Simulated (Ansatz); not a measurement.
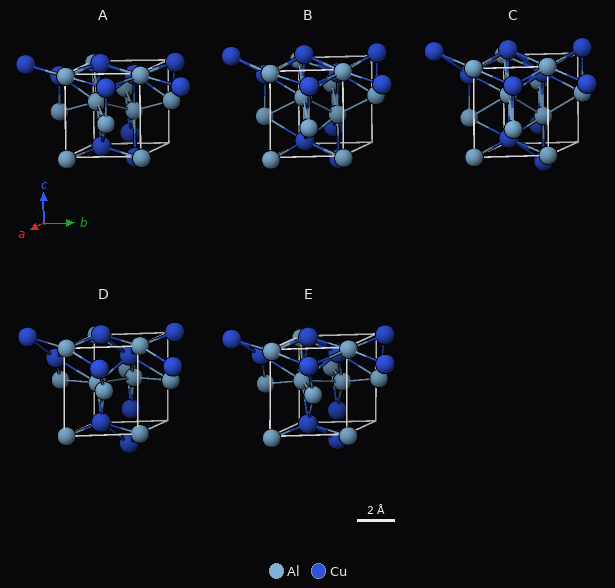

5 geometries from one relaxation of crystalline Al3Cu2 (set up in P1), in shuffled order. A ball-and-stick model of the cell of the calculation, seen slightly off an axis.

Case: all atoms moved at random, sigma 0.4 Å for each component, cell strained at random, sigma 0.01; relaxed back.

Method: DFT PBEsol, scalar-relativistic, plane waves, PAW in Ansatz. Settings: plane-wave cutoff 420 eV; k-point mesh 12 × 12 × 8; occupations gaussian; smearing width 0.15 eV; no spin polarisation; cell and atoms relaxed; force threshold 0.01 eV/Å; at most 80 steps.

Q: Order the frames from highest to lowest energy.

A: D, E, A, B, C. They are steps 0, 2, 4, 6, 13, at +2549 meV per atom, +497 meV per atom, +153 meV per atom, +58.0 meV per atom relative to the last. After 11 accepted moves (13 points after the start) the energy has fallen by 2549 meV per atom. The largest force component goes from 19 to 0.00053 eV/Å. The pressure goes from 58.39 to −0.01 GPa. The SCF was repeated twice at an unchanged geometry on a basis and grid sized afresh for the cell, which shifted the energy by 0.2 meV per atom at most. The atom that moves furthest relative to the cell is an Al atom (1.13 Å along [3 1 −2]). Largest moves by element: Al 1.13 Å, Cu 0.75 Å. Cell: a 4.077 → 4.099 Å (+0.5 %), b 4.068 → 4.099 Å (+0.7 %), c 4.932 → 4.983 Å (+1.0 %), α 89.3° → 90.0°. Volume +2.4 %. Among the contacts that change: Al–Cu 3.911 → 2.556 Å, Al–Cu 3.801 → 2.556 Å, Al–Al 1.641 → 2.791 Å, Al–Cu 3.655 → 2.537 Å. New bonds form, among them: Al–Cu (3.07 → 2.49 Å), Al–Cu (3.38 → 2.49 Å), Al–Cu (3.66 → 2.54 Å), Al–Cu (3.80 → 2.56 Å). Bond angles that change, for instance: Al–Al–Cu 117.5° → 58.0°, Cu–Al–Cu 162.6° → 112.2°, Al–Al–Al 142.2° → 94.5°. The space group (tolerance 0.01 Å) goes from P1 (No. 1) to P-3m1 (No. 164).
